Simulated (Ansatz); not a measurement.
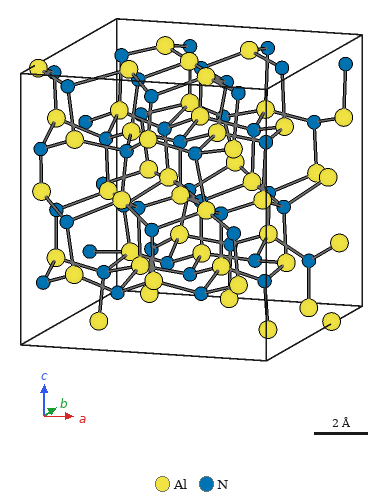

Starting frame of a dynamics run of an amorphous cell of composition Al48N48 (96 atoms in the cell). The picture is a ball-and-stick view of the simulation cell, seen slightly off an axis. Bonds to atoms that aren't drawn are left out.

These are results of Ansatz 0.2.0, DFT, PBEsol, PAW, plane waves, not measurements.

Run with plane-wave cutoff 420 eV; k-point mesh 1 × 1 × 1; Fermi-Dirac smearing 0.01 eV; Langevin thermostat (NVT); set temperature 5000 K, then 5000 K at the end of 240 steps, then to 300 K over 260 steps; time step 2.5 fs. The run takes 1.20 ps.

Predict how the run goes.

Under the programmed temperature the kinetic temperature goes from 4704 K (first eighth) to 1661 K (last eighth), with a peak of 5664 K. That is well off the final set point of 300 K. The potential energy in the second half lies on average 232 meV per atom above the first frame. Root-mean-square distances from the starting positions over the second half, with the common drift of all atoms taken out: Al 1.23 Å, N 1.15 Å. That is a large part of the typical shortest distance between atoms in the first frame, about 1.8 Å and still growing: the atoms leave their places as in a liquid.

Along the run:

```
time (fs)  potential energy (meV/atom)  T (K)
      0.0                          0.0   4948
     97.5                        312.3   4460
    197.5                        420.7   5137
    297.5                        477.5   5587
    397.5                        544.9   5184
    497.5                        522.9   5664
    597.5                        671.1   5440
    697.5                        488.2   4658
    797.5                        528.8   3962
    897.5                        236.1   3042
    997.5                         76.9   2665
   1097.5                       -111.2   2177
   1197.5                       -265.6   1144
```

The frame at 1.20 ps:

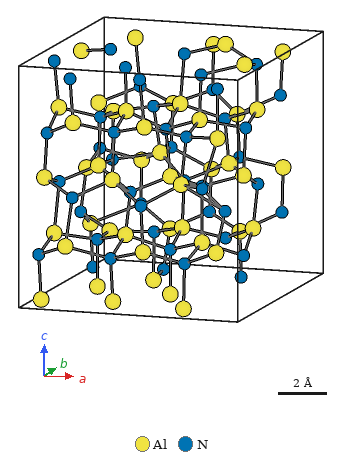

Limits of the set-up: the program's low-accuracy preset was used.

Cost: 4.7 min on 1 × NVIDIA GB300 Max-Q with 8 threads of Arm Neoverse-V2, peak memory 2.1 GiB.
